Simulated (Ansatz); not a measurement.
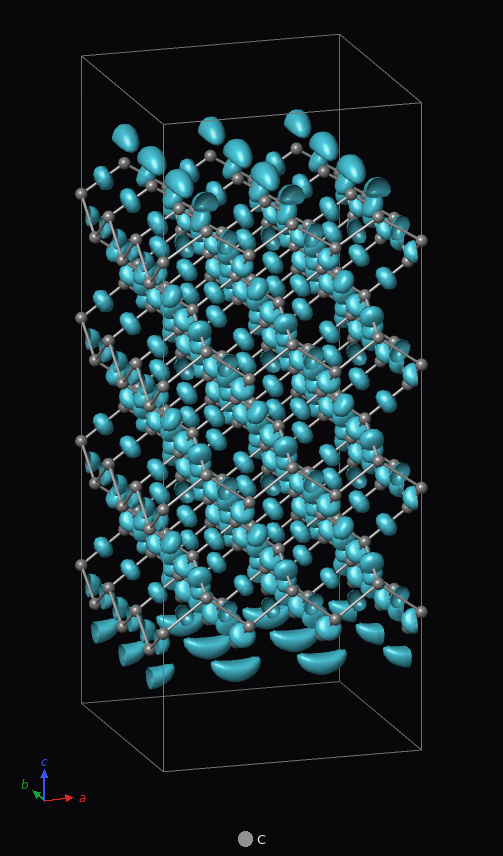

The picture shows: C (slab). Isosurface of the electron localisation function at 0.85 (cyan), seen at an oblique angle. Core shells and regions of very low density are left out. Sticks mark near contacts.

The calculation used DFT PBEsol, scalar-relativistic, plane waves, PAW in Ansatz 0.2.0.

Core electrons are frozen (PAW), and the valence fields are smoothed inside the atomic spheres.

Question: Describe the localisation domains.

Answer: The ELF exceeds this value in 28 regions between bonded C–C atoms and two lobes on C, pointing away from the bonds (lone pairs), counted in one cell of 15 atoms. Counts are for one cell; the picture repeats the cell along the surface. Along the contacts the grid gives the following. C–C (1.48 Å): the ELF peaks at about 0.95 between the atoms. C–C (1.53 Å): the ELF peaks at about 0.95 between the atoms.

Question: Does the calculation make it a metal, or give it a gap?

Answer: It is gapless in this calculation (a metal or semimetal).
